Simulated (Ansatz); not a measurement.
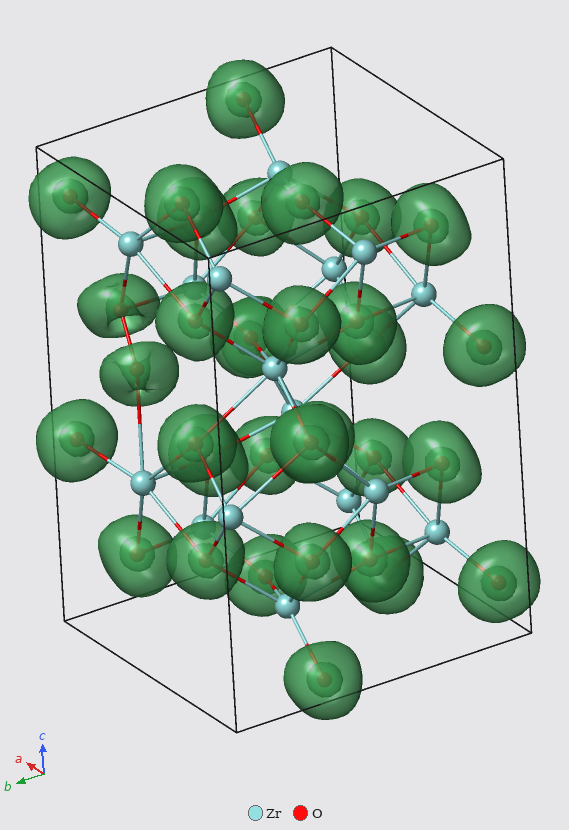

Zr16O33 (cell with a defect). Isosurface of the ELF at 0.7 (green), seen at an oblique angle. Only the valence region is drawn (cores and ρ < 0.01 e/Å³ removed). Sticks mark near contacts.

PAW files of the earlier set (soft_1); the program warned that a starting moment wasn't kept; spin-polarised, but the moments vanished.

Computed with DFT PBEsol, scalar-relativistic, plane waves, PAW in Ansatz.

> Identify the bonds, lone pairs and shells in this picture.

At this value the surface marks out 33 regions wrapped around O (the valence shell of each), counted in one cell of 49 atoms. Regions shared between cells count once. Profiles from the grid: O–O (1.45 Å): the ELF peaks at about 0.70 between the atoms. Zr–O (2.03 Å): the ELF peaks at about 0.85 in the valence shell of O, 0.6 Å from its nucleus, and drops to about 0.25 between the two atoms (no shared electron pair shows on this line).
